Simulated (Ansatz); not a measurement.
HC16: several calculations on one system

### Relaxation

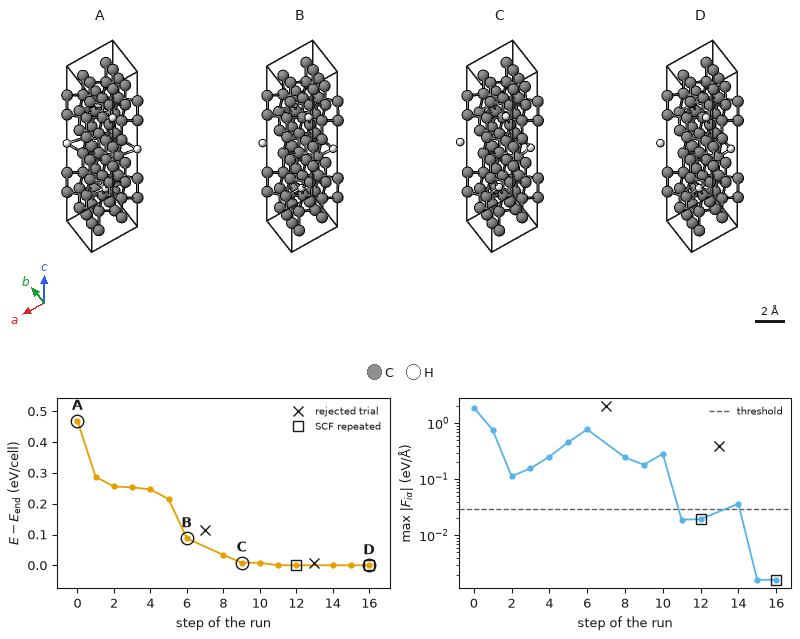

Frames of a relaxation of a defect cell of composition HC$_{16}$ (cell charge +1), marked on the history of the run. A ball-and-stick model of the conventional cell (3 times the calculation's cell) (origin shifted), seen from a free direction. Lengths and directions refer to the drawn axes.

It is an interstitial H in diamond C. The run prepares an end point of a later path (interstitial hop) calculation, from a guessed geometry.

Level of theory: DFT PBE, scalar-relativistic, plane waves, PAW (Ansatz 0.2.0).

Input
```yaml
crystal:
  lattice:
    - [0.0, 3.57, 3.57]
    - [3.57, 0.0, 3.57]
    - [3.57, 3.57, 0.0]
  atoms:
    - { symbol: C, position: [0.0, 0.0, 0.0] }
    - { symbol: C, position: [0.125, 0.125, 0.125] }
    - { symbol: C, position: [0.0, 0.0, 0.5] }
    - { symbol: C, position: [0.125, 0.125, 0.625] }
    - { symbol: C, position: [0.0, 0.5, 0.0] }
    - { symbol: C, position: [0.125, 0.625, 0.125] }
    - { symbol: C, position: [0.0, 0.5, 0.5] }
    - { symbol: C, position: [0.125, 0.625, 0.625] }
    - { symbol: C, position: [0.5, 0.0, 0.0] }
    - { symbol: C, position: [0.625, 0.125, 0.125] }
    - { symbol: C, position: [0.5, 0.0, 0.5] }
    - { symbol: C, position: [0.625, 0.125, 0.625] }
    - { symbol: C, position: [0.5, 0.5, 0.0] }
    - { symbol: C, position: [0.625, 0.625, 0.125] }
    - { symbol: C, position: [0.5, 0.5, 0.5] }
    - { symbol: C, position: [0.625, 0.625, 0.625] }
    - { symbol: H, position: [0.8129084, 0.8180489, 0.0575766] }
total_charge: 1
basis:
  ecutwfc: 420.0
kpoints:
  mp_grid: { grid: [3, 3, 3] }
hamiltonian:
  xc: pbe
scf:
  occupations: { method: gaussian, width: 0.05 }
  lower_state_search: "off"
relax:
  f_tol: 0.03
  max_steps: 60
  adjacent_minimum: "off"
```

Command:
```bash
ansatz run input.yaml --threads 1 --pin off --max-ram 3072MiB --backend cpu --events-out ev --progress --plain --runs-dir out
```

What happens along the run?

The energy falls by 0.469 eV per cell of the calculation in 12 accepted moves (16 points after the start). Largest force component: 1.9 eV/Å at the start, 0.0016 eV/Å at the end. The line search rejected the trial steps at points 7, 13 of the run. 2 steps only repeated the SCF at the same geometry. The forces were under the threshold at step 11, but the run went on from there. The atom that moves furthest is H17 (0.46 Å along [1 1 0]). By element the largest moves are H 0.46 Å, C 0.13 Å. The cell stays as it was. Some distances before and after: C5–H17 1.494 → 1.938 Å, C14–H17 1.495 → 1.938 Å, C10–H17 1.467 → 1.182 Å, C1–C10 1.546 → 1.796 Å. Bond angles that change, for instance: C1–C2–C9 109.5° → 102.4°, C2–C1–C10 109.5° → 103.6°, C2–C1–C4 109.5° → 115.2°. From step 0 to 6: H17 moves most (0.30 Å), energy −0.381 eV per cell of the calculation. From step 6 to 9: H17 moves most (0.19 Å), energy −78.8 meV per cell of the calculation. From step 9 to 16: H17 moves most (0.15 Å), energy −8.9 meV per cell of the calculation.

| step | E − E(0), meV/atom | largest force component, eV/Å | note |
| --- | --- | --- | --- |
| 0 | 0.00 | 1.8997 |  |
| 1 | -10.71 | 0.7605 |  |
| 2 | -12.53 | 0.1134 |  |
| 3 | -12.70 | 0.1567 |  |
| 4 | -13.08 | 0.2530 |  |
| 5 | -14.93 | 0.4587 |  |
| 6 | -22.44 | 0.7753 |  |
| 7 | -20.88 | 1.9934 | rejected |
| 8 | -25.61 | 0.2461 |  |
| 9 | -27.07 | 0.1818 |  |
| 10 | -27.10 | 0.2838 |  |
| 11 | -27.58 | 0.0190 |  |
| 12 | -27.58 | 0.0195 | same geometry, SCF repeated |
| 13 | -27.20 | 0.3866 | rejected |
| 14 | -27.59 | 0.0367 |  |
| 15 | -27.60 | 0.0016 |  |
| 16 | -27.60 | 0.0016 | same geometry, SCF repeated |

Limits of the set-up: the periodic images lie only 5.0 Å apart, so the values are limited by the cell's size; the cell is charged, on a uniform background, and energies carry no finite-size correction.

### Relaxation

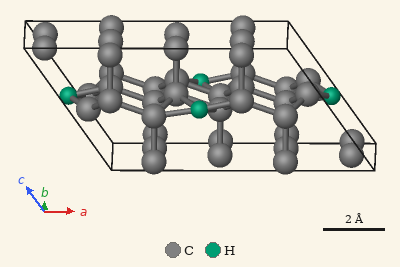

A defect cell of composition HC$_{16}$ (cell charge +1), before the relaxation. A ball-and-stick model of the conventional cell (2 times the calculation's cell) (origin shifted), seen from a free direction. Lengths and directions refer to the drawn axes.

It is an interstitial H in diamond C. The run prepares an end point of a later path (interstitial hop) calculation, from a guessed geometry.

Computed with Ansatz 0.2.0, DFT PBE, scalar-relativistic, plane waves, PAW.

Input file:
```yaml
crystal:
  lattice:
    - [0.0, 3.57, 3.57]
    - [3.57, 0.0, 3.57]
    - [3.57, 3.57, 0.0]
  atoms:
    - { symbol: C, position: [0.0, 0.0, 0.0] }
    - { symbol: C, position: [0.125, 0.125, 0.125] }
    - { symbol: C, position: [0.0, 0.0, 0.5] }
    - { symbol: C, position: [0.125, 0.125, 0.625] }
    - { symbol: C, position: [0.0, 0.5, 0.0] }
    - { symbol: C, position: [0.125, 0.625, 0.125] }
    - { symbol: C, position: [0.0, 0.5, 0.5] }
    - { symbol: C, position: [0.125, 0.625, 0.625] }
    - { symbol: C, position: [0.5, 0.0, 0.0] }
    - { symbol: C, position: [0.625, 0.125, 0.125] }
    - { symbol: C, position: [0.5, 0.0, 0.5] }
    - { symbol: C, position: [0.625, 0.125, 0.625] }
    - { symbol: C, position: [0.5, 0.5, 0.0] }
    - { symbol: C, position: [0.625, 0.625, 0.125] }
    - { symbol: C, position: [0.5, 0.5, 0.5] }
    - { symbol: C, position: [0.625, 0.625, 0.625] }
    - { symbol: H, position: [1.05401814, 0.82775423, -0.19206748] }
total_charge: 1
basis:
  ecutwfc: 420.0
kpoints:
  mp_grid: { grid: [3, 3, 3] }
hamiltonian:
  xc: pbe
scf:
  occupations: { method: gaussian, width: 0.05 }
  lower_state_search: "off"
relax:
  f_tol: 0.03
  max_steps: 60
  adjacent_minimum: "off"
```

Command:
```bash
ansatz run input.yaml --threads 1 --pin off --max-ram 3072MiB --backend cpu --events-out ev --progress --plain --runs-dir out
```

### What does the optimiser find from here?

After 8 geometry steps the energy has fallen by 0.467 eV per cell of the calculation. The largest force component goes from 2 to 0.012 eV/Å. H17 moves most: 0.43 Å along [1 −1 0]. Largest moves by element: H 0.43 Å, C 0.13 Å. The cell stays as it was. Among the contacts that change: C6–H17 1.519 → 1.937 Å, C5–H17 1.528 → 1.938 Å, C3–H17 1.443 → 1.184 Å, C3–C4 1.546 → 1.797 Å. Bond angles that change, for instance: C4–C7–C8 109.5° → 102.4°, C3–C4–C7 109.5° → 103.6°, C7–C4–C11 109.5° → 115.2°. The run took 23 s on 1 thread of Intel(R) Xeon(R) Platinum 8488C (Sapphire Rapids) (shared host), peak memory 0.39 GiB.

The structure at the end:

```
C H
1.0
     0.00000    3.57000    3.57000
     3.57000    0.00000    3.57000
     3.57000    3.57000    0.00000
C H
16 1
Direct
  0.99985 0.99662 0.01599
  0.13045 0.12148 0.13013
  0.98759 0.98866 0.49340
  0.13663 0.13216 0.63677
  0.99827 0.49411 0.00690
  0.12589 0.61860 0.13150
  0.99371 0.49539 0.50414
  0.12432 0.60968 0.62889
  0.50389 0.99352 0.00586
  0.62547 0.12223 0.13023
  0.50232 0.99522 0.50418
  0.62178 0.12137 0.63024
  0.49941 0.49537 0.00586
  0.62474 0.61970 0.13016
  0.49866 0.49533 0.50330
  0.62027 0.61962 0.63205
  0.06079 0.90868 0.71833
```

After the run, drawn alike:

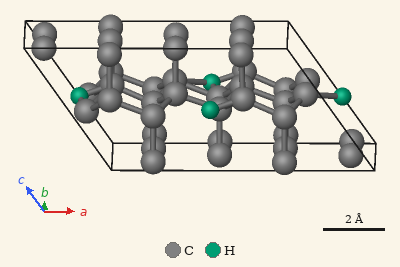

Limits of the set-up: the periodic images lie only 5.0 Å apart, so the values are limited by the cell's size; the cell is charged, on a uniform background, and energies carry no finite-size correction.

### Path

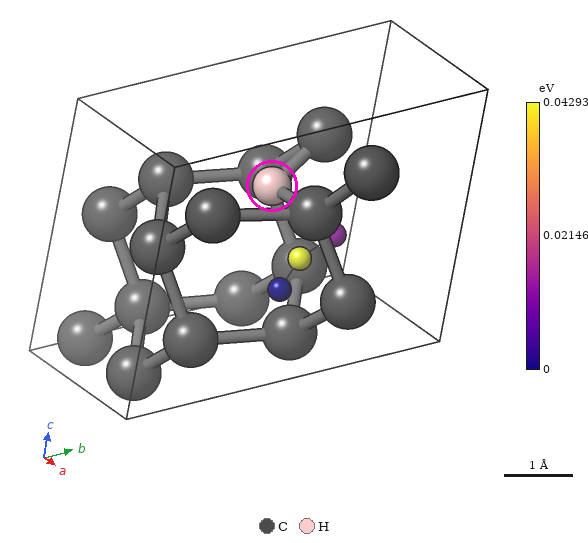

A search for the minimum-energy path of C with an interstitial H (17 atoms in the cell, charge +1) by the nudged elastic band. Images are numbered from 0 (start) to 4 (end). The start is drawn whole; smaller spheres mark the moving atoms (H) in the later images, joined by lines and coloured by the energy of the image relative to the start. Style: ball-and-stick. Shown: the reduced simulation cell (origin moved), slightly off an axis. The moving atom is ringed, with any periodic copies. Lengths and directions refer to the drawn axes. Bonds to atoms that aren't drawn are left out.

These are results of DFT PBE, scalar-relativistic, plane waves, PAW (Ansatz), not measurements. Set-up: plane-wave cutoff 420 eV; k-point mesh 3 × 3 × 3; Gaussian smearing 0.05 eV; 3 movable images; climbing image; force threshold 0.05 eV/Å; iteration limit 80; starting path by image-dependent pair potential.

Q: Describe the path and its energy.

A: The H atom travels furthest, 1.55 Å from end to end, along [2 0 −3], on a path that bends up to 0.88 Å away from the straight line. At the highest image its nearest neighbour (C) is 1.16 Å away, against 1.18 Å at the start, and the surrounding atoms stand up to 0.10 Å off the mean of their end positions. Breaking: 2 C–H (1.18 → 1.62–2.37 Å). Forming: 2 C–H (2.10–2.35 → 1.18 Å). The barrier is about 0.043 eV in both directions, with image 3 at the top; the ends have the same energy. The band converged in 17 iterations. The largest component of the band force went from 3.5 to 0.026 eV/Å. The climbing image converged on the top of the path. A check of its curvatures didn't confirm a first-order saddle.

Limits of the set-up: the periodic images lie only 5.0 Å apart, so the values are limited by the cell's size; the cell is charged, on a uniform background, and energies carry no finite-size correction.
